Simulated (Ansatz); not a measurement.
Convergence test: the smearing width is varied and all else is held.
System: Sb (R-3m, 2 atoms in the cell).
Method: DFT, LDA (PW92), plane waves (420 eV) with PAW, scalar-relativistic (Ansatz 0.2.0); 9×9×9 k-mesh, Fermi–Dirac smearing.
ΔE is the free energy less its value at the smallest setting, 0.01 eV.
Dashed lines or grey bands mark the tolerance: 1 meV/atom.
On logarithmic panels, open markers lie below the reference value and filled ones above.
Values: 1 eV, 0.6 eV, 0.3 eV, 0.2 eV, 0.1 eV, 0.03 eV and 0.01 eV.

How do the results converge (to 1 meV/atom)?

Answer. The free energy is within 1 meV/atom of the smallest setting's value from 0.03 eV down. It is off by 800 meV/atom at 1 eV, 43 meV/atom at 0.3 eV and 2.7 meV/atom at 0.1 eV (always below it). The free energy falls with the width because it holds the −TS term of the fractional occupations.

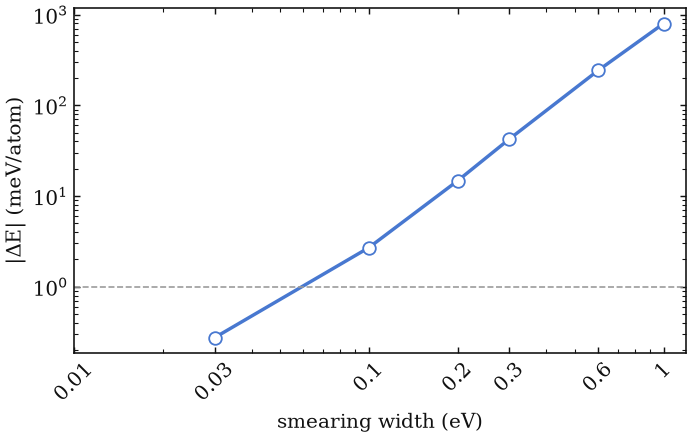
